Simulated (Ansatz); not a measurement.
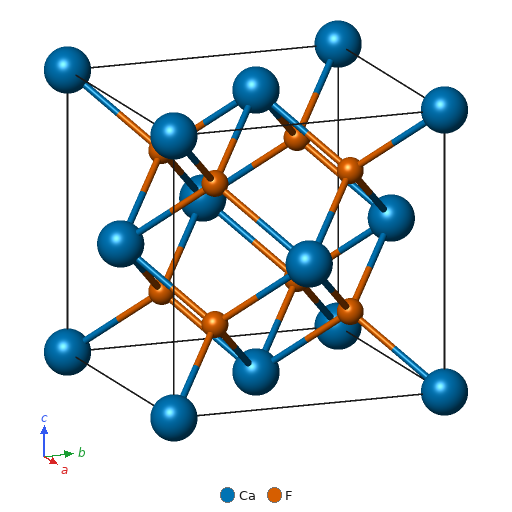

System: CaF₂, space group Fm-3m (No. 225) (cell built by us, not taken from a database). The picture shows the conventional cell.

Input file:
```
crystal:
  lattice:
    - [0.0, 2.7195663383, 2.7195663383]
    - [2.7195663383, 0.0, 2.7195663383]
    - [2.7195663383, 2.7195663383, 0.0]
  atoms:
    - { symbol: Ca, position: [0.0, 0.0, 0.0] }
    - { symbol: F, position: [0.25, 0.25, 0.25] }
    - { symbol: F, position: [0.75, 0.75, 0.75] }
basis:
  ecutwfc: 500
  ecutrho_ratio: 4
kpoints:
  mp_grid: { grid: [8, 8, 8] }
hamiltonian:
  xc: r2scan
scf:
  occupations: { method: gaussian, width: 0.05 }
output: {}
phonons:
  method: fd
  supercell: [2, 2, 2]
  qpath:
    path:
      - [[0.0, 0.0, 0.0], [0.5, 0.0, 0.5], [0.625, 0.25, 0.625]]
      - [[0.375, 0.375, 0.75], [0.0, 0.0, 0.0], [0.5, 0.5, 0.5], [0.5, 0.25, 0.75], [0.5, 0.0, 0.5]]
    npoints: 6
  temperatures: { t_min: 0, t_max: 1000, t_step: 100 }
```

Command:
```bash
ansatz run input.yaml --threads 4 --pin off --max-ram 7168MiB --backend cpu --events-out ev --progress --plain --runs-dir out
```

Method: plane-wave density functional theory, PAW datasets, Gaussian smearing 0.05 eV: harmonic lattice thermodynamics at fixed volume from displacements in the supercell given; kB is Boltzmann's constant (Ansatz 0.2.0). Level: r2SCAN, no spin polarisation.

PAW set soft_2; wave cutoff 500 eV; k mesh of unit cell 8×8×8; supercell (2, 2, 2).

Describe the result: the phonon free energy and phonon entropy against temperature. The temperature takes the values 100, 200, 300, 400, 500, 600, 700, 800, 900, 1000 K.

The phonon free energy falls from 47 meV/atom at temperature 100 K to −268 meV/atom at 1000 K. The phonon entropy rises from 0.531 kB/atom at temperature 100 K to 6.150 kB/atom at 1000 K. The zero point phonon energy is 48.3 meV/atom.

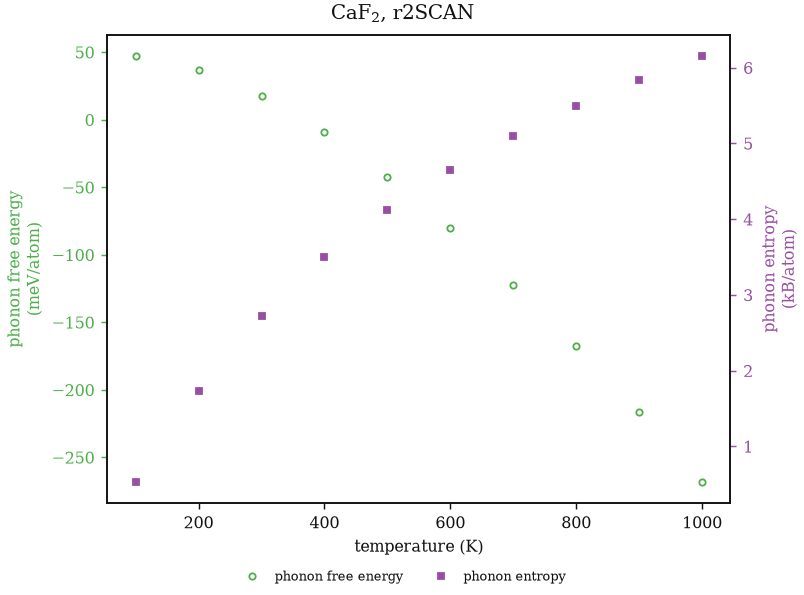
